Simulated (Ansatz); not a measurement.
Ga₂O₃ (space group P-3m1, No. 164). Coordinates: the geometry relaxed with DFT, PBEsol, plane waves, PAW (Ansatz); the starting structure was generated, so it need not be a known form of this composition.

```cif
data_structure
_symmetry_space_group_name_H-M 'P 1'
_symmetry_Int_Tables_number 1
_cell_length_a 2.9931
_cell_length_b 2.9931
_cell_length_c 6.9698
_cell_angle_alpha 90.000
_cell_angle_beta 90.000
_cell_angle_gamma 120.000
_cell_volume 54.08
loop_
_atom_site_label
_atom_site_type_symbol
_atom_site_fract_x
_atom_site_fract_y
_atom_site_fract_z
_atom_site_occupancy
Ga1 Ga 0.33333 0.66667 0.20015 1
Ga2 Ga 0.66667 0.33333 0.79985 1
O1 O 0.00000 0.00000 0.00000 1
O2 O 0.33333 0.66667 0.69494 1
O3 O 0.66667 0.33333 0.30506 1
```

Describe the stacking along c, with columns A (0, 0), B (1/3, 2/3), C (2/3, 1/3) of the hexagonal mesh.

O(A) – Ga(B) – O(C) – O(B) – Ga(C) (five layers in 6.97 Å).

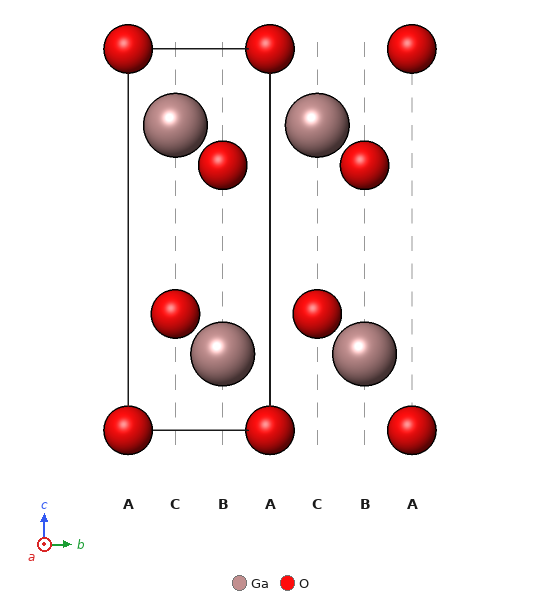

Projection along an edge of the hexagonal mesh, stacking direction c upwards. The dashed lines mark the three columns A (0, 0), B (1/3, 2/3) and C (2/3, 1/3). The sequence starts with the first layer at or above the cell's origin.
